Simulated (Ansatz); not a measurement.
System: Eu, space group Cmcm (No. 63).

Starting cell:
```yaml
crystal:
  lattice:
    - [1.99707, -3.47971, 0.00000]
    - [1.99707, 3.47971, 0.00000]
    - [0.00000, 0.00000, 6.34073]
  atoms:
    - { symbol: Eu, position: [0.83687, 0.16313, 0.75000] }
    - { symbol: Eu, position: [0.16313, 0.83687, 0.25000] }
```

Input of one of the runs behind the figure:
```
crystal:
  lattice:
    - [1.99706651, -3.47970938, 0.0]
    - [1.99706651, 3.47970938, 0.0]
    - [0.0, 0.0, 6.34072505]
  atoms:
    - { symbol: Eu, position: [0.83686714, 0.16313286, 0.75], spin: 7.0 }
    - { symbol: Eu, position: [0.16313286, 0.83686714, 0.25], spin: 7.0 }
magnetization:
  spin_polarized: true
kpoints:
  mp_grid: { grid: [12, 12, 7] }
  band_path:
    path:
      - [0.0, 0.0, 0.0]
      - [-0.5, 0.5, 0.0]
      - [-0.3323453573, 0.6676546427, 0.0]
      - [0.3323453573, 0.3323453573, 0.0]
      - [0.0, 0.0, 0.0]
      - [0.0, 0.0, 0.5]
      - [0.3323453573, 0.3323453573, 0.5]
      - [-0.3323453573, 0.6676546427, 0.5]
      - [-0.5, 0.5, 0.5]
    npoints: 8
scf:
  occupations: { method: fermi_dirac, width: 0.05 }
hamiltonian:
  xc: r2scan
  pseudopotentials: { kind: paw }
output:
  forces: true
  stress: true
  eigenvalues: true
  efg: { contact_densities: true }
  populations: true
  bader: true
  dos: { projected: true, de: 0.2, e_range: [-14, 8] }
```

Command:
```bash
ansatz run input.yaml --threads 1 --pin off --max-ram 3072MiB --backend cpu --events-out ev --progress --plain --runs-dir out
```

Method: periodic Kohn-Sham DFT of a crystal at fixed atoms, scaled to the stated factor times the given cell; pressure positive in compression (Ansatz 0.2.0). Level: r2SCAN, collinear spin. The state reached is ferromagnetic.

```json
{"setting": "method", "value": "frozen-core PAW"}
{"setting": "relativity", "value": "scalar"}
{"setting": "k mesh", "value": "12×12×7"}
{"setting": "occupations", "value": "Fermi–Dirac"}
{"setting": "smearing width", "value": "0.05 eV"}
{"setting": "wave cutoff", "value": "500 eV"}
{"setting": "PAW set", "value": "soft_2"}
```

V(given) is 44.06 Å³/atom.

Predict the pressure, cell moment and largest field gradient Vzz against V/V(given). The V/V(given) takes the values 0.941, 0.980, 1.000, 1.020, 1.060.

The pressure falls from 0.580 GPa at V/V(given) 0.941 to −1.078 GPa at 1.060, and changes sign near 0.976. The cell moment goes from 16.306 μB at V/V(given) 0.941 to 16.356 μB at 1.060, not monotonically, with a high of 16.364 μB at 1.020. The largest field gradient Vzz falls from 3.114 1e21 V/m² at V/V(given) 0.941 to 2.046 1e21 V/m² at 1.060. The volume at zero pressure from a fit of the pressures is 43 Å³/atom.

| V/V(given) | pressure (GPa) | cell moment (μB) | largest field gradient Vzz (1e21 V/m²) |
| --- | --- | --- | --- |
| 0.941 | 0.580 | 16.306 | 3.114 |
| 0.980 | −0.065 | 16.346 | 2.724 |
| 1.000 | −0.351 | 16.358 | 2.536 |
| 1.020 | −0.615 | 16.364 | 2.360 |
| 1.060 | −1.078 | 16.356 | 2.046 |

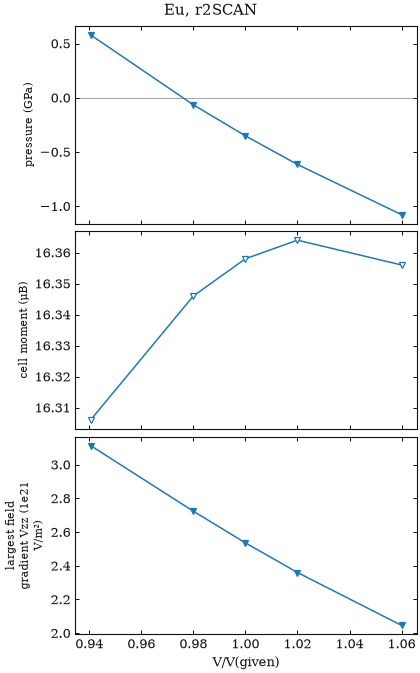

Limits of the calculation: PAW files made with PBE; field gradient without spin-orbit coupling on heavy atoms; no gap: field gradients move with the k mesh; no spin-orbit coupling on heavy atoms; open f shell, the state may not be the lowest; shape and atomic fractions are frozen while scaling, which makes layered, chain and framework solids too stiff.
